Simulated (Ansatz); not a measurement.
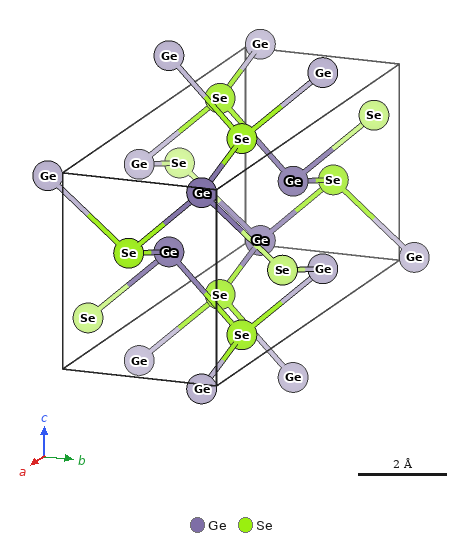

**Figure 1.** The structure (ball-and-stick view of the cell of the calculation, seen slightly off an axis; neighbours outside the cell are drawn fainter). An atom can appear more than once, as a periodic image. Near neighbours in the periodic cell (some may lie outside the picture): Ge has 3 Se at 2.56 Å; Se has 3 Ge at 2.56 Å.

## Single-point calculation of GeSe

GeSe (8 atoms in the cell), computed with DFT PBE, scalar-relativistic, plane waves, PAW, no spin polarisation (Ansatz 0.2.0).

The structure derives from a Materials Project entry. Figures and captions count atoms from 1; the log counts them from 0 in places.

The program's output
```
Engine: ansatz 0.2.0, aarch64-unknown-linux-gnu
Pseudopotentials: kind: paw
Pseudopotential: Ge, paw, valence charge 14, recommended cutoff 420 eV (normal), Ge.paw.azcp
Pseudopotential: Se, paw, valence charge 16, recommended cutoff 420 eV (normal), Se.paw.azcp
Functional definition: PBE
  parameter kappa = 0.804
  parameter beta = 0.06672455060314922
  exchange = pbe_x(kappa = kappa, mu = beta*pi^2/3)
  correlation = pbe_c(beta = beta)
Crystal: 8 atoms, lattice volume = 198.836 Å³
Basis set: ecut = 420 eV, 3887 PW (Γ), exchange–correlation on 160×54×64 points (8 copies of the dense FFT grid, shifted against one another)
Bands: 72, of which v1, the nominal top of the filled ones, is band 60 counted from 1 (59 counted from 0)
Symmetry: 8 space group operations
Space group: Pnma (ITA 62), of the structure as read, at distance tolerance 5.8e-5 Å
k-points: 24 of 48
Non-local potential: Ge, projectors of the file, l = 0: 2, l = 1: 2, l = 2: 3, l = 3: 1
Non-local potential: Se, projectors of the file, l = 0: 2, l = 1: 2, l = 2: 3, l = 3: 1
PAW form: soft (Blöchl's): semilocal exchange-correlation on the pseudo side does not see the compensation charge
PAW one-centre angular grid: Ge, 590 points (default); XC on 64 Gauss nodes
PAW one-centre angular grid: Se, 590 points (default); XC on 64 Gauss nodes
Initial density: superposition of atomic densities (neutral atoms: chi_scale 0, normalization atom), corrected by the library's trained network
Initial wavefunctions: pseudopotential atomic-orbital guess
Functional: x = pbe(κ = 0.804, μ = 0.2195149727645171), c = pbe(β = 0.06672455060314922)
SCF iter   1: F=—  HF=-39058.013545 eV  |F-HF|=—  |Δ(HF+E_count)|=         —  Δρ=1.48e-3  dr2=6.25e-3  ethr=1.77e-3  ⟨swp⟩=6.4  Hψ=6155  notcnv=0
preconditioner: auto → Resta (q_TF=auto, 2.508 Å⁻¹)  ε∞=4.3  [insulator: Δε(μ)=0.861 eV  Ē_g=9.129 eV  σ=0.100 eV  W_gap=1.00  n_scr=56 (ndim 8)  ℏωp=16.7 eV  f_vac=0.011  D(μ)=0.00/eV (n_scr^D=0)  ε∞_Penn≈4.3]
SCF iter   2: F=—  HF=-39058.011432 eV  |F-HF|=—  |Δ(HF+E_count)|=   2.11e-3  Δρ=8.09e-4  dr2=1.54e-3  ethr=5.21e-6  ⟨swp⟩=2.0  Hψ=2594  notcnv=0
SCF iter   3: F=—  HF=-39058.011918 eV  |F-HF|=—  |Δ(HF+E_count)|=   4.86e-4  Δρ=2.58e-4  dr2=1.33e-4  ethr=1.28e-6  ⟨swp⟩=2.0  Hψ=2555  notcnv=0
automatic band count: iteration 3 solves 69 bands in place of 72: the levels show a gap, and the empty bands left out lie too high to hold charge; the band table lists the bands solved (type scf.n_extra_bands for more)
SCF iter   4: F=—  HF=-39058.011878 eV  |F-HF|=—  |Δ(HF+E_count)|=   3.97e-5  Δρ=1.09e-4  dr2=2.84e-5  ethr=1.11e-7  ⟨swp⟩=2.0  Hψ=2555  notcnv=0
SCF iter   5: F=—  HF=-39058.011924 eV  |F-HF|=—  |Δ(HF+E_count)|=   4.59e-5  Δρ=2.99e-5  dr2=2.29e-6  ethr=2.37e-8  ⟨swp⟩=2.0  Hψ=2075  notcnv=0
SCF iter   6: F=—  HF=-39058.011926 eV  |F-HF|=—  |Δ(HF+E_count)|=   1.81e-6  Δρ=1.04e-5  dr2=2.81e-7  ethr=1.91e-9  ⟨swp⟩=2.0  Hψ=3035  notcnv=0
SCF iter   7: F=-39058.011926 eV  HF=-39058.011926 eV  |F-HF|=2.58e-8  |Δ(HF+E_count)|=   1.13e-7  Δρ=4.45e-6  dr2=4.42e-8  ethr=8.33e-11  ⟨swp⟩=7.2  Hψ=6670  notcnv=0
SCF 1 converged in 7 iterations: F = -39058.011926 eV  dr2 = 4.42e-8
  greatest PAW one-centre occupation: 1.000 electrons in one spin orbital (limit 2), on the Se atom at site 7 (counted from 0), in its partial waves of l = 2
SCF converged after 7 iterations
Free energy (F): -39058.011926 eV
Harris-Foulkes:  -39058.011926 eV  (|F-HF|=2.58e-8)
Internal energy: -39058.011926 eV  (E = F + TS)
E sigma→0 (E₀):  -39058.011926 eV
Fermi energy:    8.066593 eV
--- Per-component energies (eV) ---
  E_band       = -2197.059836
  E_kinetic    = 910.852209
  E_local      = -19749.525339  (includes V_loc(G=0)·N_el)
  E_nonlocal   = -725.114374
  E_hartree    = 9177.894256
  E_xc         = -717.317763
  E_vxc        = -647.722551  (∫ρ·V_xc dr)
  E_paw        = -15705.907360  (= ΣΔE_a)
  E_vpaw       = -341.348776  (= ΣTr[D̂ρ^β])
  E_aug_tail   = -0.001151  (compensation charges beyond the density's cutoff)
  E_ewald      = -12248.892405
  E_smearing   = -0.000000  (= −TS)
  E_closure    = 0.000000  (closes the sum)
  Σ components = -39058.011926   (vs F -39058.011926, Δ=0.00e0)
--- Forces (eV/Å), atoms counted from 1 ---
  atom   1  Ge    -0.20031273     0.00000000    -0.17942224
  atom   2  Ge     0.20031273     0.00000000     0.17942224
  atom   3  Ge     0.20031273     0.00000000    -0.17942224
  atom   4  Ge    -0.20031273     0.00000000     0.17942224
  atom   5  Se     0.14490011     0.00000000    -0.18514098
  atom   6  Se    -0.14490011     0.00000000     0.18514098
  atom   7  Se    -0.14490011     0.00000000    -0.18514098
  atom   8  Se     0.14490011     0.00000000     0.18514098
  max |Σ_I F_I| component: 5.55e-17 eV/Å
--- Stress (GPa, compression-positive) ---
        1.375174       0.000000      -0.000000
        0.000000       1.853105      -0.000000
       -0.000000      -0.000000       1.170701
  P = ⅓ Tr σ = 1.4663 GPa (14.663 kbar)
--- Band table (eV; the first three rows and the last of 24) ---
  k-point 0: bands = ["-39.9919", "-39.9919", "-39.9918", "-39.9917", "-39.9906", "-39.9906", "-39.9903", "-39.9903", "-39.9476", "-39.9475", "-39.9473", "-39.9472", "-39.9403", "-39.9402", "-39.9402", "-39.9400", "-39.9277", "-39.9277", "-39.9273", "-39.9272", "-16.9184", "-16.9171", "-16.9134", "-16.9133", "-16.9128", "-16.9125", "-16.9116", "-16.9111", "-16.8813", "-16.8811", "-16.8756", "-16.8754", "-16.8733", "-16.8710", "-16.8671", "-16.8647", "-16.8577", "-16.8570", "-16.8547", "-16.8541", "-6.7532", "-6.5148", "-5.4182", "-5.0504", "-0.5205", "-0.1097", "1.7557", "2.0886", "2.5164", "3.7836", "3.8576", "4.2190", "4.5886", "4.8684", "5.7203", "5.8361", "6.2491", "6.6385", "6.7739", "7.6311", "8.5021", "9.9339", "10.1189", "10.2140", "10.5047", "10.5073", "11.1355", "11.5877", "12.6994"]
  k-point 1: bands = ["-39.9919", "-39.9919", "-39.9918", "-39.9917", "-39.9906", "-39.9906", "-39.9904", "-39.9903", "-39.9476", "-39.9474", "-39.9474", "-39.9472", "-39.9403", "-39.9402", "-39.9401", "-39.9401", "-39.9276", "-39.9276", "-39.9273", "-39.9273", "-16.9176", "-16.9164", "-16.9140", "-16.9133", "-16.9131", "-16.9127", "-16.9121", "-16.9115", "-16.8801", "-16.8798", "-16.8761", "-16.8757", "-16.8730", "-16.8713", "-16.8668", "-16.8651", "-16.8573", "-16.8567", "-16.8552", "-16.8547", "-6.5192", "-6.2913", "-5.5210", "-5.2279", "-0.9058", "-0.2208", "0.5115", "1.1722", "2.9977", "4.5140", "4.8593", "4.9145", "5.1155", "5.1220", "5.8269", "5.9474", "6.1391", "6.6137", "7.1971", "7.3098", "8.9052", "9.1472", "9.6850", "10.0546", "10.3953", "10.5207", "11.1731", "11.4152", "11.6335"]
  k-point 2: bands = ["-39.9918", "-39.9918", "-39.9918", "-39.9918", "-39.9905", "-39.9905", "-39.9905", "-39.9905", "-39.9475", "-39.9475", "-39.9473", "-39.9473", "-39.9402", "-39.9402", "-39.9401", "-39.9401", "-39.9275", "-39.9275", "-39.9274", "-39.9274", "-16.9157", "-16.9157", "-16.9147", "-16.9147", "-16.9130", "-16.9130", "-16.9122", "-16.9122", "-16.8777", "-16.8777", "-16.8773", "-16.8773", "-16.8722", "-16.8722", "-16.8659", "-16.8659", "-16.8562", "-16.8562", "-16.8559", "-16.8559", "-5.9611", "-5.9611", "-5.7444", "-5.7444", "-0.7236", "-0.7236", "0.0863", "0.0863", "4.0058", "4.0058", "5.4794", "5.4794", "5.6813", "5.6813", "5.9483", "5.9483", "6.5963", "6.5963", "7.1560", "7.1560", "9.0441", "9.0441", "9.6701", "9.6701", "10.1564", "10.1564", "10.4526", "10.4526", "11.2625"]
  k-point 23: bands = ["-39.9920", "-39.9920", "-39.9920", "-39.9920", "-39.9900", "-39.9900", "-39.9900", "-39.9900", "-39.9474", "-39.9474", "-39.9474", "-39.9474", "-39.9403", "-39.9403", "-39.9403", "-39.9403", "-39.9273", "-39.9273", "-39.9273", "-39.9273", "-16.9194", "-16.9194", "-16.9194", "-16.9194", "-16.9065", "-16.9065", "-16.9065", "-16.9065", "-16.8784", "-16.8784", "-16.8784", "-16.8784", "-16.8720", "-16.8720", "-16.8720", "-16.8720", "-16.8528", "-16.8528", "-16.8528", "-16.8528", "-5.1637", "-5.1637", "-5.1637", "-5.1637", "-0.3939", "-0.3939", "-0.3939", "-0.3939", "3.1749", "3.1749", "3.1749", "3.1749", "3.7675", "3.7675", "3.7675", "3.7675", "6.2386", "6.2386", "6.2386", "6.2386", "10.2162", "10.2162", "10.2162", "10.2162", "12.0138", "12.0138", "12.0138", "12.0138", "13.8937"]
```

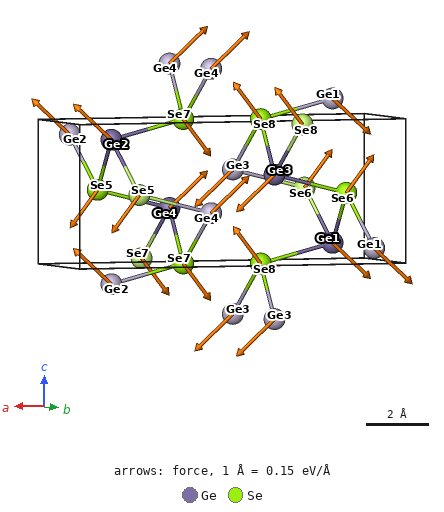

**Figure 2.** Forces on the atoms as orange arrows (ball-and-stick view of the cell of the calculation, seen at an oblique angle; neighbours outside the cell are drawn fainter; atoms are numbered from 1 in the order of the input). The largest act on all 4 Ge atoms (0.27 eV/Å); all 4 Se atoms (0.24 eV/Å). The geometry is not a stationary point of this energy.

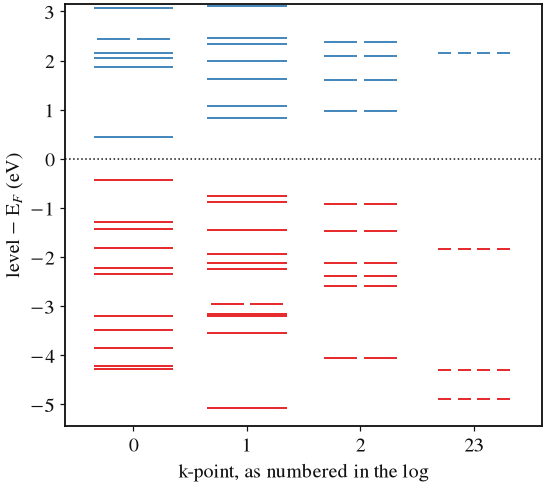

**Figure 3.** Kohn–Sham levels near the Fermi level (dotted) at the few k-points that the log prints; levels within 0.02 eV of each other stand side by side. Among these points the highest filled and lowest empty levels are 0.87 eV apart, which is the gap on the mesh.

The run was set up as follows.

The input
```yaml
crystal:
  lattice:
    - [11.25603494, 0.0, 0.0]
    - [0.0, 3.78718786, 0.0]
    - [0.0, 0.0, 4.66436352]
  atoms:
    - { symbol: Ge, position: [0.12909864, 0.25, 0.11900173] }
    - { symbol: Ge, position: [0.87090136, 0.75, 0.88099827] }
    - { symbol: Ge, position: [0.37090136, 0.75, 0.61900173] }
    - { symbol: Ge, position: [0.62909864, 0.25, 0.38099827] }
    - { symbol: Se, position: [0.84927919, 0.25, 0.51546856] }
    - { symbol: Se, position: [0.15072081, 0.75, 0.48453144] }
    - { symbol: Se, position: [0.65072081, 0.75, 0.01546856] }
    - { symbol: Se, position: [0.34927919, 0.25, 0.98453144] }
basis:
  ecutwfc: 420
kpoints:
  mp_grid: { grid: [2, 6, 4] }
hamiltonian:
  xc: pbe
scf:
  occupations: { method: gaussian, width: 0.1 }
output:
  forces: true
  stress: true
  eigenvalues: true
```

Launched with:
```bash
ansatz run input.yaml --threads 4 --pin off --max-ram 10240MiB --backend cpu --events-out ev --progress --plain --runs-dir out
```

Summary

| quantity | value |
| --- | --- |
| outcome | converged |
| space group (tolerance 0.01 Å) | Pnma (62) |
| electrons treated | 120 |
| free energy | −39058.0119 eV |
| Fermi energy | 8.067 eV |
| gap on the k-point mesh | 0.87 eV |
| pressure | 1.47 GPa |
| largest force (length of the vector) | 0.269 eV/Å |
| hardware | 4 threads of Arm Neoverse V1, 24 GiB of memory available, shared host |
| wall time | 8.2 s (CPU time 28 s) |
| peak memory | 0.76 GiB |
